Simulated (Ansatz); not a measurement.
## Single-point calculation, with input and output: C$_{32}$Si$_{96}$ (part 2 of 2)

C$_{32}$Si$_{96}$ (P1, 128 atoms in the cell); DFT, r2SCAN, PAW, plane waves (Ansatz 0.2.0); cutoff 500 eV, 1×1×1 k-mesh, Fermi–Dirac smearing of 0.01 eV. The structure was built on a prototype by a generator.

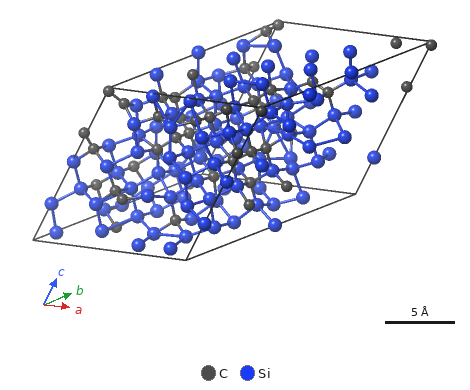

**Figure 1.** The structure (ball-and-stick view of the cell of the calculation, seen at an oblique angle).

Output, continued:
```
--- Forces (eV/Å), atoms counted from 1 ---
  atom   1  C      0.30405899    -0.18640915    -0.29597246
  atom   2  C     -0.01720634     0.15712515     0.14590378
  atom   3  C     -0.12408010    -0.17797139     0.26593022
  atom   4  C     -0.05453929    -0.41771536    -0.12967456
  atom   5  C     -0.08942558     0.27641267    -0.08538187
  atom   6  C     -0.03926365     0.58476159     0.07817807
  atom   7  C      0.11235216     0.07678289    -0.03073319
  atom   8  C     -0.04818368    -0.31555232    -0.61467947
  atom   9  C     -0.19858421    -0.11465186    -0.15529702
  atom  10  C     -0.05682911     0.14688382     0.14028490
  atom  11  C     -0.08620054    -0.21352092    -0.06804194
  atom  12  C      0.53900557     0.12599837     0.26550168
  atom  13  C     -0.13097072    -0.40300011    -0.12927973
  atom  14  C      0.28606652     0.44436620     0.73749518
  atom  15  C     -0.06998744     0.32700946    -0.03630298
  atom  16  C     -0.46802234     0.29629537    -0.19752833
  atom  17  C     -0.10352917     0.47297293    -0.29536126
  atom  18  C      0.14246541    -0.12075098     0.01846208
  atom  19  C      0.24704218     0.27198464     0.13023213
  atom  20  C      0.00817318    -0.01227544     0.11804278
  atom  21  C      0.17675419    -0.23237596    -0.23637248
  atom  22  C     -0.15386948    -0.02998647    -0.07371925
  atom  23  C     -0.30142825    -0.33086224    -0.06503565
  atom  24  C     -0.05764084    -0.26930829    -0.19583186
  atom  25  C     -0.15925759     0.27942560     0.13713071
  atom  26  C      0.01135222     0.11722173     0.11264034
  atom  27  C      0.06902439     0.37516034     0.29078998
  atom  28  C      0.27746151    -0.13860616     0.34311725
  atom  29  C      0.55543272    -0.11831059     0.37651709
  atom  30  C     -0.06544395     0.16082468    -0.09068882
  atom  31  C      0.03359767     0.49753417     0.04517925
  atom  32  C     -0.21232782    -0.07788048    -0.32759909
  atom  33  Si     0.08149331     0.03902756    -0.34324197
  atom  34  Si    -0.11335147     0.44315368    -0.17858272
  atom  35  Si    -0.08907251    -0.28133173    -0.28861257
  atom  36  Si     0.28185660     0.03362707    -0.02117205
  atom  37  Si    -0.23583762     0.36713758     0.01422607
  atom  38  Si     0.20051124    -0.50687183     0.24475774
  atom  39  Si    -0.02922596    -0.08713201    -0.01456880
  atom  40  Si    -0.40289722    -0.09474530    -0.09219576
  atom  41  Si     0.09225317    -0.05834601    -0.06531650
  atom  42  Si    -0.05165174     0.23185573     0.11423050
  atom  43  Si    -0.11588100    -0.18184514    -0.07916077
  atom  44  Si    -0.13361147    -0.14947995     0.34384276
  atom  45  Si     0.05635618     0.21088731     0.18810517
  atom  46  Si     0.07866327    -0.09417562     0.39841153
  atom  47  Si    -0.09121396    -0.28708302     0.47727492
  atom  48  Si     0.16294135    -0.27941977    -0.23305120
  atom  49  Si    -0.22748367    -0.62041682    -0.04216643
  atom  50  Si    -0.08889321    -0.18033139    -0.19826376
  atom  51  Si     0.07089806    -0.27241767     0.01683073
  atom  52  Si     0.06814330     0.48706585     0.10764594
  atom  53  Si    -0.12656286     0.02392561    -0.16960605
  atom  54  Si     0.23856144     0.47457582     0.02731493
  atom  55  Si     0.07429677    -0.31257098     0.13002844
  atom  56  Si     0.13044435     0.14238955     0.10381381
  atom  57  Si    -0.08819444     0.00822355    -0.22345181
  atom  58  Si    -0.07123625    -0.06417719     0.01360646
  atom  59  Si     0.20271099    -0.18157121    -0.10924584
  atom  60  Si     0.25560891     0.29850172     0.13423190
  atom  61  Si    -0.02751019    -0.25030762    -0.12365183
  atom  62  Si     0.07246767     0.26670299     0.31561194
  atom  63  Si    -0.08703401     0.15732379     0.07206712
  atom  64  Si    -0.18517716    -0.22218649    -0.14527674
  atom  65  Si    -0.09004186    -0.14592811     0.22692944
  atom  66  Si    -0.19335706    -0.46679391    -0.06003868
  atom  67  Si     0.05554346     0.32059598    -0.16551680
  atom  68  Si    -0.26722570     0.18361911    -0.06600547
  atom  69  Si     0.05656734    -0.09128778     0.01016194
  atom  70  Si    -0.07607836    -0.03720496    -0.19765667
  atom  71  Si     0.26745342    -0.09931214     0.07408120
  atom  72  Si    -0.08493735     0.06599006    -0.00408988
  atom  73  Si     0.29104164     0.18278590     0.35513284
  atom  74  Si     0.15922109     0.03998249    -0.17765538
  atom  75  Si     0.28028885    -0.19980904    -0.13094625
  atom  76  Si    -0.08923172     0.49181852     0.32695365
  atom  77  Si    -0.15912062    -0.26682417     0.05018638
  atom  78  Si    -0.01424100     0.18570804    -0.40058661
  atom  79  Si    -0.25716345    -0.15582863    -0.11751653
  atom  80  Si     0.01597283     0.03159027    -0.07951694
  atom  81  Si     0.25685328    -0.07784206     0.23307765
  atom  82  Si    -0.03883401     0.00903428     0.10740332
  atom  83  Si     0.05773581     0.02695424     0.19592808
  atom  84  Si     0.03015488     0.12949140    -0.01189428
  atom  85  Si     0.14827438    -0.27045101    -0.15563312
  atom  86  Si    -0.07169947    -0.18797024    -0.11689879
  atom  87  Si    -0.14384613    -0.18743111     0.02898378
  atom  88  Si     0.04959355    -0.03843759     0.00700776
  atom  89  Si     0.06195106    -0.09171566     0.16021197
  atom  90  Si    -0.29302077    -0.20509110    -0.22997703
  atom  91  Si     0.24659190    -0.30453352    -0.02021804
  atom  92  Si    -0.10744444     0.05489954     0.17024703
  atom  93  Si    -0.03901718    -0.56673328     0.06157583
  atom  94  Si    -0.00244774     0.41686299     0.19067412
  atom  95  Si    -0.01048849     0.03583485    -0.00731296
  atom  96  Si     0.07964925    -0.38009095     0.14873376
  atom  97  Si    -0.12677299     0.00995900     0.45818761
  atom  98  Si     0.06090635    -0.07587966    -0.07273984
  atom  99  Si    -0.13279654     0.00369018    -0.06312998
  atom 100  Si    -0.08485877     0.02237577     0.00819191
  atom 101  Si     0.06127772     0.66429597     0.11799460
  atom 102  Si    -0.14246118    -0.18378481    -0.06568778
  atom 103  Si    -0.27813703     0.38155194    -0.06659282
  atom 104  Si     0.10584831    -0.24637538    -0.53008917
  atom 105  Si     0.14490323     0.09175247    -0.20853210
  atom 106  Si    -0.12310268     0.07039415     0.07245747
  atom 107  Si    -0.01035881     0.10798302     0.08881168
  atom 108  Si     0.24177111    -0.01077039     0.15815918
  atom 109  Si    -0.47806287     0.36146588    -0.20350753
  atom 110  Si    -0.05225903    -0.33236144    -0.13665832
  atom 111  Si     0.28083373     0.29581896    -0.14266909
  atom 112  Si    -0.18410728     0.01978389    -0.33651023
  atom 113  Si     0.11010003    -0.54754946    -0.16411864
  atom 114  Si    -0.02470823    -0.45784567     0.12645394
  atom 115  Si     0.04332620     0.25664578     0.22195291
  atom 116  Si    -0.30432462     0.04814791    -0.07176343
  atom 117  Si    -0.10334469    -0.04721230     0.06133369
  atom 118  Si     0.14032462     0.09356378    -0.13895951
  atom 119  Si     0.14877381     0.07495794    -0.27235669
  atom 120  Si     0.07735953    -0.18267125    -0.38109079
  atom 121  Si    -0.16386122     0.02018521    -0.03025305
  atom 122  Si     0.28825543    -0.15270740     0.01629271
  atom 123  Si    -0.19395327     0.13442697     0.00536853
  atom 124  Si     0.00699775     0.27078216     0.39205957
  atom 125  Si     0.33351159     0.13088064     0.04044198
  atom 126  Si    -0.06929298     0.08933927     0.11586360
  atom 127  Si    -0.04523357     0.26330893    -0.10881984
  atom 128  Si     0.12632978    -0.08761422     0.15172859
  max |Σ_I F_I| component: 5.07e-5 eV/Å
--- Band table (eV) ---
  k-point 0: bands = ["-8.6688", "-8.4900", "-8.2642", "-8.0096", "-7.7018", "-7.6156", "-7.5072", "-7.2616", "-7.1786", "-6.6539", ... 174 levels left out ..., "4.8834", "4.9146", "4.9845", "5.0207", "5.0432", "5.0470", "5.1274", "5.1746", "5.2364", "5.2892", "5.3342", "5.3815", "5.3946", "5.4693", "5.4955", "5.5630", "5.6021", "5.6601", "5.6691", "5.7329", "5.7768", "5.8283", "5.8790", "5.9243", "6.0017", "6.0287", "6.0780", "6.1155", "6.1239",
      "6.1683", "6.1985", "6.2743", "6.3235", "6.3974", "6.4453", "6.4948", "6.5159", "6.5818", "6.6166", "6.6748", "6.6885", "6.7626", "6.7783", "6.8897", "6.8975", "6.9091", "6.9808", "7.0325", "7.0999", "7.1618", "7.2237", "7.2409", "7.2846", "7.3120", "7.3552", "7.4351", "7.4875", "7.5390", "7.5566", "7.6086", "7.6147", "7.7481", "7.7829", "7.8546", "7.9068", "7.9724", "8.0437", "8.0883", "8.1174",
      "8.2288", "8.2856", "8.5049", "8.5686", "8.6750", "8.7717", "8.8223", "8.8942", "8.9215", "9.0675", "9.1158", "9.2382", "9.2651", "9.2788", "9.3106", "9.3674", "9.4353", "9.5048", "9.5634", "9.6196", "9.6855", "9.7085", "9.7880", "9.8244", "9.8831", "9.9259", "9.9414", "9.9624", "10.0503", "10.0623", "10.1148", "10.1815", "10.2181", "10.2537", "10.3271", "10.4047", "10.4410", "10.4904", "10.4948", "10.5393",
      "10.5888", "10.6718", "10.7564", "10.7910", "10.8072", "10.8430", "10.8802", "10.9298", "10.9440", "10.9940", "11.0410", "11.1033", "11.1498", "11.1926", "11.2373", "11.2766", "11.3017", "11.3625", "11.4039", "11.4727", "11.5157", "11.5588", "11.5763", "11.6469", "11.6553", "11.7110", "11.7616", "11.8018", "11.8089", "11.8375", "11.9016", "11.9547", "11.9706", "11.9845", "12.0180", "12.0315", "12.0704", "12.0923", "12.1351", "12.1729",
      "12.2244", "12.2586", "12.2745", "12.3027", "12.3332", "12.3500", "12.4468", "12.4865", "12.5302", "12.5507", "12.5937", "12.6160", "12.6470", "12.6654", "12.7111", "12.7639", "12.7811", "12.8369", "12.8729", "12.9039", "12.9621", "12.9980", "13.0170", "13.0414", "13.0613", "13.0930", "13.1529", "13.1849", "13.2148", "13.2455", "13.2773", "13.3540", "13.3591", "13.3848", "13.4110", "13.4416", "13.4769", "13.5276", "13.5787", "13.5900",
      "13.6438", "13.6757", "13.7060", "13.7577", "13.7983", "13.8392", "13.8734", "13.8836", "13.9195", "13.9431", "13.9836"]
--- Löwdin populations: 128 sites ---
  site symbol       q [e]
     0      C      4.3198
     1      C      4.6031
     2      C      4.5900
     3      C      4.3460
     4      C      4.8928
     5      C      4.6337
     6      C      4.8704
     7      C      4.2512
     8      C      4.6182
     9      C      4.8418
    10      C      4.6025
    11      C      4.3121
    12      C      4.5850
    13      C      4.6016
    14      C      4.3625
    15      C      4.6307
    16      C      4.3494
    17      C      4.9370
    18      C      4.6371
    19      C      4.9275
    20      C      4.6288
    21      C      4.8953
    22      C      4.6149
    23      C      4.9339
    24      C      4.9322
    25      C      4.9140
    26      C      4.3475
    27      C      4.6046
    28      C      4.6016
    29      C      4.6342
    30      C      4.5526
    31      C      4.6015
    32     Si      3.7140
    33     Si      4.0156
    34     Si      3.6979
    35     Si      3.7704
    36     Si      3.4134
    37     Si      4.0794
    38     Si      4.0237
    39     Si      3.8020
    40     Si      3.9830
    41     Si      3.2012
    42     Si      4.0694
    43     Si      4.0325
    44     Si      3.7888
    45     Si      3.4506
    46     Si      3.6005
    47     Si      3.7352
    48     Si      3.7256
    49     Si      3.7052
    50     Si      3.7373
    51     Si      3.9498
    52     Si      3.1649
    53     Si      3.9806
    54     Si      3.4681
    55     Si      3.5334
    56     Si      4.0750
    57     Si      4.0439
    58     Si      4.0779
    59     Si      3.6700
    60     Si      3.9900
    61     Si      3.6872
    62     Si      3.7147
    63     Si      3.9751
    64     Si      3.5044
    65     Si      3.6291
    66     Si      3.9316
    67     Si      3.6946
    68     Si      3.7241
    69     Si      3.6767
    70     Si      3.9653
    71     Si      3.6535
    72     Si      3.9452
    73     Si      3.4011
    74     Si      3.6920
    75     Si      3.7876
    76     Si      3.6390
    77     Si      3.7147
    78     Si      3.7242
    79     Si      3.7231
    80     Si      3.9611
    81     Si      3.5897
    82     Si      3.5717
    83     Si      3.9760
    84     Si      3.6721
    85     Si      3.4279
    86     Si      3.7522
    87     Si      3.7665
    88     Si      3.7455
    89     Si      4.0338
    90     Si      3.4318
    91     Si      3.6909
    92     Si      3.4238
    93     Si      3.9753
    94     Si      3.7335
    95     Si      3.5015
    96     Si      3.9480
    97     Si      3.4913
    98     Si      3.1717
    99     Si      3.4324
   100     Si      4.0666
   101     Si      3.7355
   102     Si      4.0255
   103     Si      3.5304
   104     Si      3.7455
   105     Si      3.9437
   106     Si      3.1632
   107     Si      3.7101
   108     Si      3.9674
   109     Si      3.9901
   110     Si      3.7380
   111     Si      3.4648
   112     Si      4.0144
   113     Si      3.7051
   114     Si      3.4096
   115     Si      3.6997
   116     Si      3.3768
   117     Si      3.4426
   118     Si      4.0051
   119     Si      3.7796
   120     Si      3.6981
   121     Si      3.6827
   122     Si      3.7431
   123     Si      3.9514
   124     Si      3.7793
   125     Si      3.6949
   126     Si      3.4830
   127     Si      3.6792
  spilling = 0.011761 (of n_electrons = 512.000000)
```

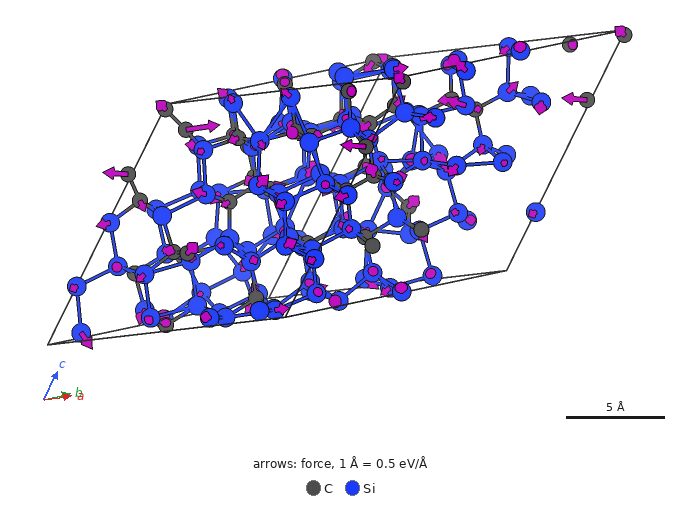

**Figure 2.** Forces on the atoms as pink arrows (ball-and-stick view of the cell of the calculation, seen at an oblique angle); the smallest are left out. The largest act on C14 (0.91 eV/Å); C8 (0.69 eV/Å); C29 (0.68 eV/Å); Si101 (0.68 eV/Å), among others. Atoms are counted from 1 in the order of the input and aren't labelled in the picture. 

Summary:

| quantity | value |
| --- | --- |
| outcome | converged |
| space group (tolerance 0.01 Å) | P1 (1) |
| electrons treated | 512 |
| free energy | −69348.6407 eV |
| Fermi energy | 8.537 eV |
| largest force (length of the vector) | 0.907 eV/Å |
| wall time | 11 s (CPU time 41 s) |
| peak memory | 5.5 GiB |

The k-point mesh is coarse for a cell of this size, so the results may not be converged.
